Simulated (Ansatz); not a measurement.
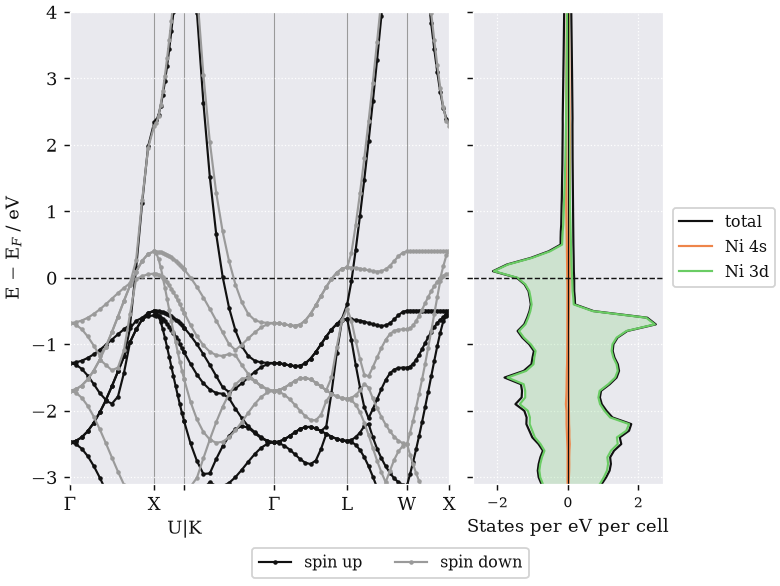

Band structure and density of states. Energies are counted from the Fermi level. The partial curves are projected on Löwdin-orthogonalised atomic shells; they sum to less than the total at higher energies, where shells without a projector contribute. Spin-down states are drawn negative.

Q: Which Bravais lattice do the labels of the path belong to?

A: A face-centred cubic lattice: the path Γ–X–U|K–Γ–L–W–X runs through the special points of its Brillouin zone.

Input of the run:

```
crystal:
  lattice:
    - [0.0, 1.759237855, 1.759237855]
    - [1.759237855, 0.0, 1.759237855]
    - [1.759237855, 1.759237855, 0.0]
  atoms:
    - { symbol: Ni, position: [0.0, 0.0, 0.0], spin: 0.75 }
basis:
  ecutwfc: 420
kpoints:
  mp_grid: { grid: [20, 20, 20] }
  band_path:
    path:
      - [[0.0, 0.0, 0.0], [0.5, 0.0, 0.5], [0.625, 0.25, 0.625]]
      - [[0.375, 0.375, 0.75], [0.0, 0.0, 0.0], [0.5, 0.5, 0.5], [0.5, 0.25, 0.75], [0.5, 0.0, 0.5]]
    npoints: 14
hamiltonian:
  xc: pbe
scf:
  occupations: { method: gaussian, width: 0.1 }
  n_extra_bands: 6
output:
  forces: true
  stress: true
  eigenvalues: true
  populations: true
  dos: { projected: true, de: 0.02, nscf_kmesh: { grid: [30, 30, 30] } }
  bader: true
  write_density: true
  write_potential: true
  elf: true
  volumetric_format: npy
magnetization:
  spin_polarized: true
checkpoint:
  read: start.run
  write: ck
  compress: false
  write_wavefunctions: false
  write_every: 100000
```

Run as:
```bash
ansatz run input.yaml --threads 1 --pin off --max-ram 2560MiB --backend cpu --events-out ev --progress --plain --runs-dir out
```

Q: Does this material conduct, going by its bands?

A: A metal: bands cross the Fermi level along this path.

Q: Is the cell magnetic? Give the net moment.

A: The two spin channels differ: the cell has a net moment of 0.6 μB, with spin up in the majority.

Q: Which levels at X lie nearest to the Fermi level?

A: At X the nearest levels lie 0.49 eV below and 0.06 eV above the Fermi level.

Q: What carries the states at the Fermi level?

A: By projected weight, the states within 0.3 eV of the Fermi level are Ni 3d almost alone.
